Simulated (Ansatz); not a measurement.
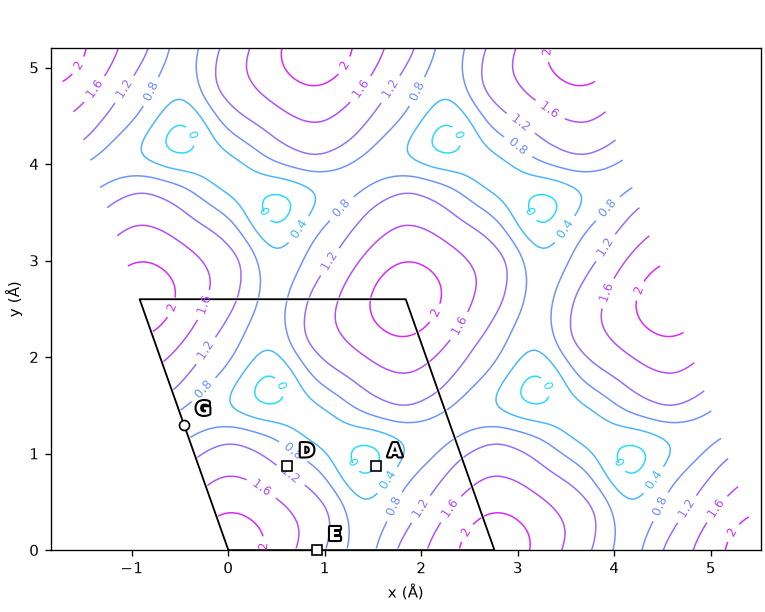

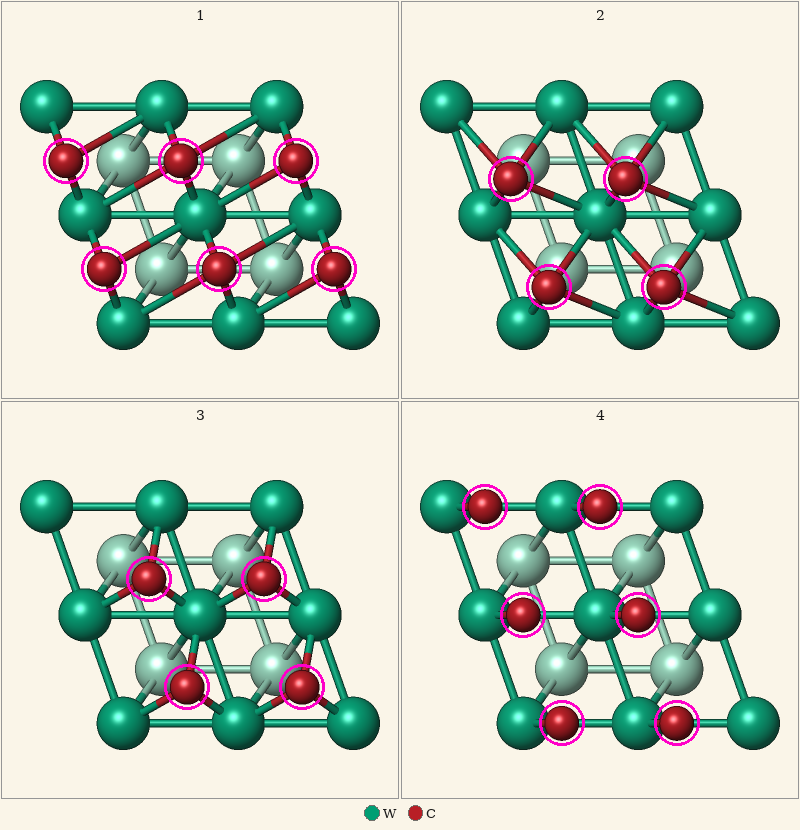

C on a W(110) slab cut from the Im-3m phase, its upper half relaxed before the scan (3 atoms of substrate and one adsorbate in a 1 × 1 cell). C is moved over the surface cell; relaxed at each place: the height of the adsorbate's atoms; substrate rigid; the origin of the map has the adsorbate above W3. Places are given modulo a cell vector. The map is drawn in real space over the plane of the surface. The scan uses a 6 × 6 grid; 13 points were computed and 23 follow by symmetry. All energies are given in eV relative to the lowest grid point. With one adsorbate in each 1 × 1 cell, its nearest image is 2.8 Å away, so neighbouring adsorbates interact. Method: DFT PBE, scalar-relativistic, plane waves, PAW in Ansatz. Settings: cutoff 420 eV, k-mesh 10×10×1, gaussian smearing 0.1 eV, no spin polarisation.

The picture shows contour lines labelled in eV, the outline of one cell of the 2 × 2 shown, lettered points. Between grid points the surface is interpolated. The numbered pictures are the structures at these points, in random order. Rings mark the moved atoms.

Which structure belongs to which point?

Answer. A is structure 3: (4/6, 2/6) of the cell vectors [nearest 1 W at 1.87 Å], 0.00 eV; D is structure 2: (2/6, 2/6) of the cell vectors [nearest 1 W at 1.89 Å], 1.11 eV; E is structure 4: (2/6, 0/6) of the cell vectors [nearest 1 W at 1.88 Å], 1.33 eV; G is structure 1: a bridge site between two W atoms, (0/6, 3/6) of the cell vectors, 0.68 eV.

PAW datasets: the set soft_1.
